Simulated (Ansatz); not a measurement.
# GaN: what the fields show

```
Ga N
1.0
     0.00000   -2.24895   -2.24895
     0.00000    2.24895   -2.24895
     4.45922    0.00000    0.00000
Ga N
2 2
Direct
  0.50000 0.50000 0.50000
  0.00000 0.00000 0.00000
  0.50000 0.00000 0.75000
  0.00000 0.50000 0.25000
```

Space group I-4m2; a structure from a database of computed crystals, not necessarily the ambient phase; started from the database structure prototype, which need not be the ambient phase; changed on purpose from its base cell (uniaxial x strain -0.9%).

The calculation used DFT, r2SCAN, plane waves, PAW in Ansatz.

The density is the valence pseudo-density of a PAW calculation; it isn't the true density close to the nuclei.

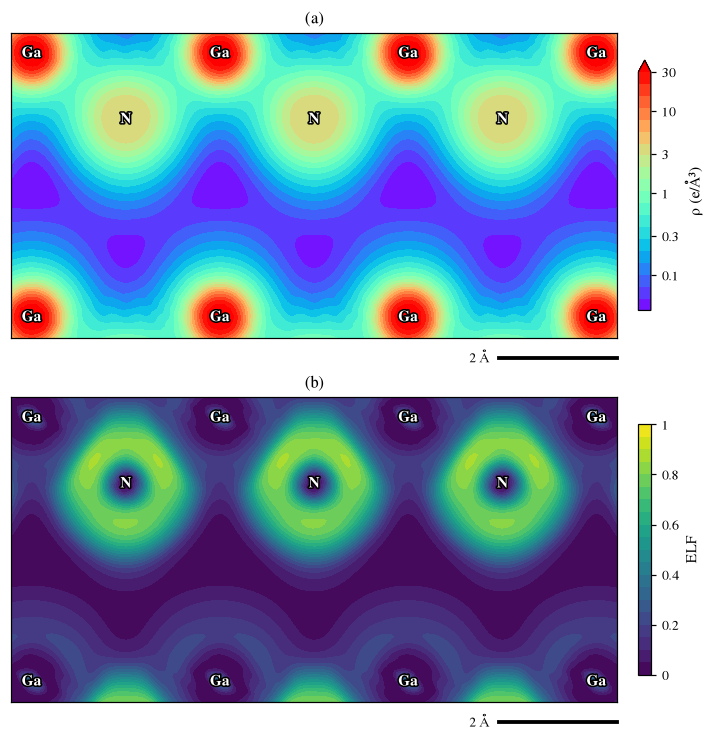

Figure 1. (a) valence charge density (pseudo); (b) ELF on the (010) plane of the conventional cell.

### Interpret the plot.

The plane passes through Ga and N nuclei. Ga–N (1.94 Å): the density is about 0.75 e/Å³ at the midpoint; the ELF peaks at about 0.85 in the valence shell of N, 0.7 Å from its nucleus, and is about 0.50 at the midpoint. Between the atoms the lowest density in this plane is 0.04 e/Å³.

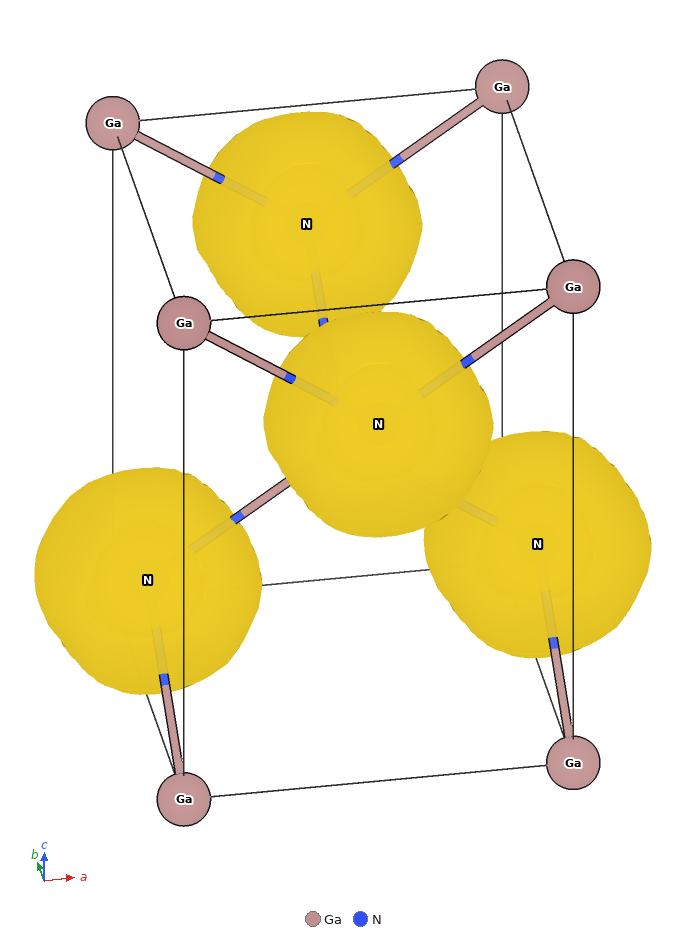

Figure 2. Isosurface of the electron localisation function at 0.7 (yellow), seen at an oblique angle. Core shells and regions of very low density are left out. Sticks mark near contacts.

### Describe the localisation domains.

The surface consists of two regions wrapped around N (the valence shell of each), counted in one cell of 4 atoms. Any copies at cell faces, edges or corners count once.

### Does the calculation make it a metal, or give it a gap?

It is gapped, with a Kohn–Sham gap of 2.2 eV on the k-point mesh, an upper bound to the gap of this method.
